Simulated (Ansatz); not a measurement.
**Single-point calculation of SnGe₃₁ (part 2 of 2)**

SnGe₃₁ (I-43m, 32 atoms in the cell); DFT r2SCAN, scalar-relativistic, plane waves, PAW, no spin polarisation (Ansatz 0.2.0); cutoff 500 eV, 6×6×6 k-mesh, Gaussian smearing of 0.1 eV. The structure was built on a prototype by a generator; it need not be a known phase.

### Output, continued
```
  k-point 1: bands = ["-17.2316", "-17.2281", "-17.2258", "-17.2249", "-17.2244", "-17.2231", "-17.2225", "-17.2221", "-17.2213", "-17.2211", "-17.2191", "-17.2189", "-17.2175", "-17.2173", "-17.2159", "-17.2152", "-17.2146", "-17.2138", "-17.2132", "-17.2105", "-17.2099", "-17.2096", "-17.2028", "-17.2027", "-17.2025", "-17.1994", "-17.1992", "-17.1845", "-17.1828", "-17.1821", "-17.1714", "-17.1707", "-17.1702", "-17.1468", "-17.1459", "-17.1454", "-17.1380", "-17.1374", "-17.1334", "-17.1312",
      "-17.1295", "-17.1268", "-17.1261", "-17.1258", "-17.1228", "-17.1219", "-17.1210", "-17.1106", "-17.1072", "-17.1071", "-17.1060", "-17.1042", "-17.1034", "-17.0999", "-17.0987", "-17.0968", "-17.0934", "-17.0915", "-17.0899", "-17.0847", "-17.0795", "-17.0789", "-17.0775", "-17.0752", "-17.0717", "-17.0689", "-17.0686", "-17.0661", "-17.0609", "-17.0602", "-17.0598", "-17.0582", "-17.0403", "-17.0373", "-17.0316", "-17.0215", "-17.0214", "-17.0196", "-17.0190", "-17.0121",
      "-17.0117", "-17.0085", "-17.0059", "-17.0045", "-17.0015", "-16.9988", "-16.9971", "-16.9943", "-16.9932", "-16.9916", "-16.9911", "-16.9911", "-16.9899", "-16.9876", "-16.9842", "-16.9841", "-16.9785", "-16.9771", "-16.9765", "-16.9728", "-16.9714", "-16.9695", "-16.9661", "-16.9659", "-16.9623", "-16.9610", "-16.9601", "-16.9599", "-16.9584", "-16.9565", "-16.9487", "-16.9442", "-16.9438", "-16.9329", "-16.9314", "-16.9311", "-16.9297", "-16.9275", "-16.9249", "-16.9134",
      "-16.9115", "-16.9111", "-16.9096", "-16.9047", "-16.9028", "-16.8983", "-16.8973", "-16.8970", "-16.8865", "-16.8863", "-16.8860", "-16.8840", "-16.8816", "-16.8797", "-16.8785", "-16.8776", "-16.8743", "-16.8733", "-16.8730", "-16.8713", "-16.8708", "-16.8705", "-16.8699", "-16.8699", "-16.8696", "-16.8695", "-16.8678", "-16.8447", "-16.8438", "-16.8419", "-16.8418", "-16.8411", "-16.8405", "-16.8402", "-16.8399", "-13.8570", "-13.8570", "-13.8570", "-13.8138", "-13.8138",
      "-4.8659", "-3.5460", "-3.2751", "-3.2639", "-3.2501", "-3.1618", "-2.9408", "-2.9010", "-2.7193", "-2.7059", "-2.6875", "-2.5463", "-2.2958", "-1.5309", "-1.4390", "-0.9376", "-0.8058", "-0.2840", "-0.1768", "0.7898", "1.0104", "1.0404", "1.0639", "1.1879", "1.4723", "1.5337", "1.7903", "1.8328", "1.8553", "2.0058", "2.4647", "3.8878", "4.1871", "4.2111", "4.2283", "4.2391", "4.3480", "4.3771", "4.7154", "4.7354",
      "4.7429", "4.7690", "4.8343", "4.9303", "5.0121", "5.0335", "5.0390", "5.0750", "5.1264", "6.2238", "6.2878", "6.3176", "6.3287", "6.3851", "6.4215", "6.4682", "6.7332", "6.7925", "6.8311", "6.8666", "7.1211", "7.1278", "7.9674", "8.2012", "9.2005", "9.2397", "9.2589", "9.3737", "9.5694", "9.5788", "9.7425", "10.1886", "10.3807", "10.3901", "10.4079", "10.4219", "10.5019", "10.5253", "10.5587", "10.5665",
      "10.6922", "10.8692", "11.0243"]
  k-point 2: bands = ["-17.2334", "-17.2308", "-17.2270", "-17.2265", "-17.2262", "-17.2251", "-17.2223", "-17.2220", "-17.2214", "-17.2212", "-17.2190", "-17.2179", "-17.2165", "-17.2158", "-17.2151", "-17.2146", "-17.2128", "-17.2121", "-17.2112", "-17.2074", "-17.2068", "-17.2055", "-17.2026", "-17.2015", "-17.2014", "-17.1961", "-17.1957", "-17.1904", "-17.1858", "-17.1815", "-17.1767", "-17.1744", "-17.1736", "-17.1543", "-17.1541", "-17.1505", "-17.1396", "-17.1374", "-17.1366", "-17.1347",
      "-17.1292", "-17.1275", "-17.1254", "-17.1245", "-17.1236", "-17.1218", "-17.1190", "-17.1108", "-17.1072", "-17.1059", "-17.1018", "-17.1014", "-17.0965", "-17.0924", "-17.0902", "-17.0902", "-17.0884", "-17.0864", "-17.0841", "-17.0839", "-17.0811", "-17.0809", "-17.0753", "-17.0746", "-17.0692", "-17.0669", "-17.0646", "-17.0634", "-17.0587", "-17.0569", "-17.0550", "-17.0506", "-17.0462", "-17.0459", "-17.0358", "-17.0327", "-17.0302", "-17.0293", "-17.0225", "-17.0153",
      "-17.0152", "-17.0123", "-17.0104", "-17.0077", "-17.0056", "-17.0037", "-17.0035", "-17.0000", "-16.9958", "-16.9938", "-16.9933", "-16.9915", "-16.9905", "-16.9856", "-16.9831", "-16.9812", "-16.9789", "-16.9786", "-16.9757", "-16.9749", "-16.9710", "-16.9697", "-16.9632", "-16.9621", "-16.9611", "-16.9564", "-16.9548", "-16.9536", "-16.9522", "-16.9470", "-16.9456", "-16.9428", "-16.9408", "-16.9353", "-16.9319", "-16.9303", "-16.9263", "-16.9258", "-16.9192", "-16.9129",
      "-16.9122", "-16.9111", "-16.9073", "-16.9035", "-16.9002", "-16.8990", "-16.8974", "-16.8963", "-16.8912", "-16.8898", "-16.8877", "-16.8862", "-16.8858", "-16.8818", "-16.8805", "-16.8800", "-16.8764", "-16.8737", "-16.8737", "-16.8721", "-16.8716", "-16.8711", "-16.8698", "-16.8692", "-16.8687", "-16.8677", "-16.8653", "-16.8450", "-16.8430", "-16.8430", "-16.8420", "-16.8410", "-16.8398", "-16.8391", "-16.8389", "-13.8570", "-13.8570", "-13.8570", "-13.8138", "-13.8138",
      "-4.6935", "-4.0185", "-3.4321", "-3.4203", "-3.4076", "-3.2939", "-2.7590", "-2.7207", "-2.4271", "-2.4154", "-2.3909", "-2.2664", "-2.0455", "-1.9689", "-1.7475", "-1.0727", "-0.6145", "0.1848", "0.3537", "0.4164", "0.5431", "0.5690", "0.6176", "0.7538", "1.2782", "1.3609", "1.8990", "1.9296", "1.9692", "2.0811", "3.4418", "3.7105", "4.2218", "4.3168", "4.3316", "4.3659", "4.3800", "4.4726", "4.5047", "4.8519",
      "4.8754", "5.0425", "5.0815", "5.2654", "5.4187", "5.4457", "5.4599", "5.5596", "5.6572", "5.6929", "5.7411", "5.8184", "5.8430", "5.9996", "6.0532", "6.0667", "6.1074", "6.6238", "6.6682", "6.7080", "6.8017", "7.3083", "7.5107", "8.0718", "9.3924", "9.6285", "9.6305", "9.8311", "9.9359", "10.1843", "10.2008", "10.2665", "10.2736", "10.2999", "10.3929", "10.4605", "10.6179", "10.6800", "10.7041", "10.7516",
      "10.9850", "11.2141", "11.2439"]
  k-point 15: bands = ["-17.2327", "-17.2327", "-17.2327", "-17.2317", "-17.2290", "-17.2290", "-17.2263", "-17.2263", "-17.2263", "-17.2202", "-17.2202", "-17.2202", "-17.2071", "-17.2071", "-17.2071", "-17.2024", "-17.2024", "-17.2024", "-17.2007", "-17.2007", "-17.2007", "-17.1996", "-17.1996", "-17.1971", "-17.1971", "-17.1971", "-17.1917", "-17.1902", "-17.1902", "-17.1902", "-17.1889", "-17.1889", "-17.1889", "-17.1760", "-17.1760", "-17.1632", "-17.1562", "-17.1562", "-17.1562", "-17.1134",
      "-17.1134", "-17.1134", "-17.1115", "-17.1115", "-17.1115", "-17.1114", "-17.1032", "-17.1032", "-17.1015", "-17.1015", "-17.1015", "-17.1013", "-17.1013", "-17.1013", "-17.0862", "-17.0862", "-17.0827", "-17.0813", "-17.0813", "-17.0813", "-17.0759", "-17.0759", "-17.0759", "-17.0703", "-17.0703", "-17.0703", "-17.0682", "-17.0682", "-17.0555", "-17.0445", "-17.0445", "-17.0434", "-17.0434", "-17.0434", "-17.0331", "-17.0331", "-17.0331", "-17.0312", "-17.0278", "-17.0278",
      "-17.0278", "-17.0234", "-17.0234", "-17.0234", "-17.0179", "-17.0123", "-17.0123", "-17.0091", "-17.0091", "-16.9996", "-16.9996", "-16.9996", "-16.9921", "-16.9921", "-16.9921", "-16.9876", "-16.9876", "-16.9876", "-16.9804", "-16.9641", "-16.9641", "-16.9641", "-16.9565", "-16.9565", "-16.9565", "-16.9504", "-16.9504", "-16.9438", "-16.9412", "-16.9412", "-16.9412", "-16.9336", "-16.9326", "-16.9326", "-16.9150", "-16.9150", "-16.9150", "-16.9148", "-16.9148", "-16.9148",
      "-16.9122", "-16.9122", "-16.9122", "-16.8982", "-16.8982", "-16.8982", "-16.8939", "-16.8939", "-16.8939", "-16.8938", "-16.8938", "-16.8910", "-16.8910", "-16.8910", "-16.8860", "-16.8849", "-16.8849", "-16.8808", "-16.8808", "-16.8808", "-16.8744", "-16.8744", "-16.8744", "-16.8717", "-16.8602", "-16.8602", "-16.8602", "-16.8462", "-16.8462", "-16.8462", "-16.8383", "-16.8383", "-16.8383", "-16.8371", "-16.8371", "-13.8570", "-13.8570", "-13.8570", "-13.8138", "-13.8138",
      "-3.9316", "-3.9316", "-3.9104", "-3.9104", "-3.9104", "-3.6848", "-2.7997", "-2.7997", "-2.7997", "-2.6596", "-0.8824", "-0.8824", "-0.8824", "-0.8634", "-0.8634", "-0.8187", "-0.8187", "-0.8187", "-0.7992", "-0.7992", "-0.7992", "-0.2698", "0.4587", "0.4587", "0.4587", "0.5548", "3.4004", "3.4004", "3.4066", "3.4066", "3.4066", "3.6561", "4.1851", "4.1851", "4.1851", "4.1974", "4.2335", "4.2335", "4.2335", "4.3025",
      "4.3025", "4.3552", "4.3552", "4.3552", "6.0747", "6.0747", "6.0747", "6.0956", "6.0956", "6.0956", "6.1188", "6.1188", "6.1188", "6.2382", "6.2382", "6.2382", "6.6905", "6.6905", "6.7505", "6.7505", "6.7505", "6.9205", "6.9205", "6.9205", "8.5803", "8.5803", "8.5803", "8.7781", "9.4309", "9.4309", "9.4850", "9.4850", "9.4850", "9.5305", "11.1885", "11.1885", "11.1885", "11.2549", "11.2718", "11.2718",
      "12.1632", "12.1632", "12.1632"]
```

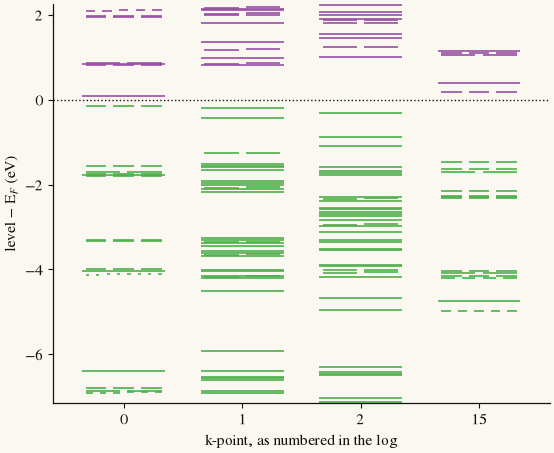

*Kohn–Sham levels near the Fermi level (dotted) at the few k-points that the log prints; levels within 0.02 eV of each other stand side by side.*

Among these points the highest filled and lowest empty levels are 0.24 eV apart, which is the gap on the mesh.

### Summary

```json
{"quantity": "outcome", "value": "converged"}
{"quantity": "space group (tolerance 0.01 Å)", "value": "I-43m (217)"}
{"quantity": "electrons treated", "value": "448"}
{"quantity": "free energy", "value": "−139428.5006 eV"}
{"quantity": "Fermi energy", "value": "8.388 eV"}
{"quantity": "gap on the k-point mesh", "value": "0.24 eV"}
{"quantity": "gap on the band path", "value": "0.24 eV"}
{"quantity": "pressure", "value": "0.02 GPa"}
{"quantity": "largest force (length of the vector)", "value": "0.016 eV/Å"}
{"quantity": "wall time", "value": "2.3 min (CPU time 17 min)"}
{"quantity": "peak memory", "value": "10 GiB"}
```
